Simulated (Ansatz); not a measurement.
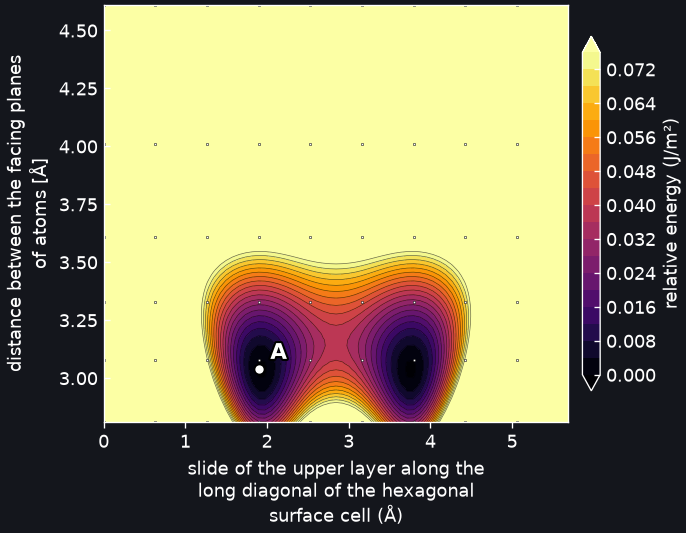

A bilayer of two WSe₂ sheets (1H type) (6 atoms in the cell). 
- The upper layer of a bilayer is slid along a line and lifted, both layers rigid.
- The first coordinate is: slide of the upper layer along the long diagonal of the hexagonal surface cell, from Se4 above Se3; the second: distance between the facing planes of atoms.
- The scan uses a 9 × 6 grid; 30 points were computed and 24 follow by symmetry.
- Points are written as (first, second).
- Energies: J/m², counted from the lowest grid point.
- Method: Ansatz, DFT PBE+D3(BJ), scalar-relativistic, plane waves, PAW. Settings: cutoff 420 eV, k-mesh 9×9×1, gaussian smearing 0.05 eV, no spin polarisation.

Drawn: filled contours, dots at the grid points, one colour for all values above the top of the scale, the well A. Between grid points the surface is interpolated.

Q: Where is the minimum, and how stiff is the well along each coordinate? Take the well at A.

A: The interpolated minimum is at the first coordinate ≈ 1.90 Å, the second coordinate ≈ 3.04 Å. The curvatures there are about 0.2 eV/Å² and 0.56 eV/Å², with a cross term of about 0 eV/Å² (per cell of 9.35 Å²). Round the minimum the two coordinates are nearly uncoupled.

PAW datasets: the set soft_1.
